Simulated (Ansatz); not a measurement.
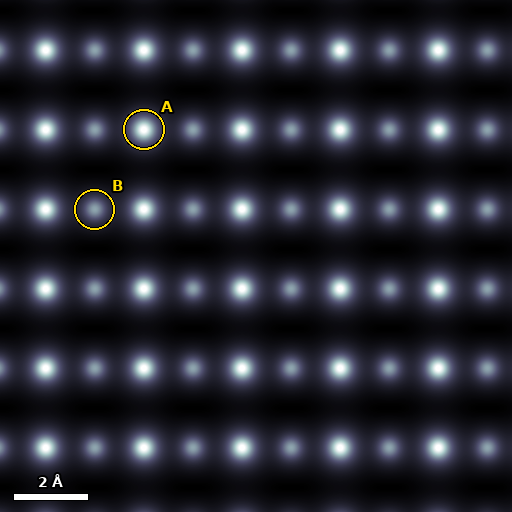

Map of the projected electrostatic potential of Ir (P6/mmm, No. 191) along [210]. Computed as the sum of neutral-atom potentials (tabulated electron scattering factors, B = 0.5 Å²) projected along the beam and smoothed by 0.25 Å; brighter is more positive. The display is stretched by a gamma of 0.7; percentages refer to the linear signal. Model: the input geometry of an electronic-structure calculation (not necessarily at equilibrium); the starting structure was generated, so it need not be a known form of this composition.

```xyz
3
Lattice="4.3481 0.0000 0.0000 -2.1741 3.7656 0.0000 0.0000 0.0000 2.6838" Properties=species:S:1:pos:R:3 pbc="T T T"
Ir    0.0000    0.0000    0.0000
Ir    0.0000    2.5104    1.3419
Ir    2.1741    1.2552    1.3419
```

> Assign the marked columns.

A: Ir (2 Ir per 7.53 Å along the beam; the brightest kind). B: Ir (1 Ir per 7.53 Å along the beam; about 50 % of the brightest peak). Brightness is counted from the darkest point of the image.
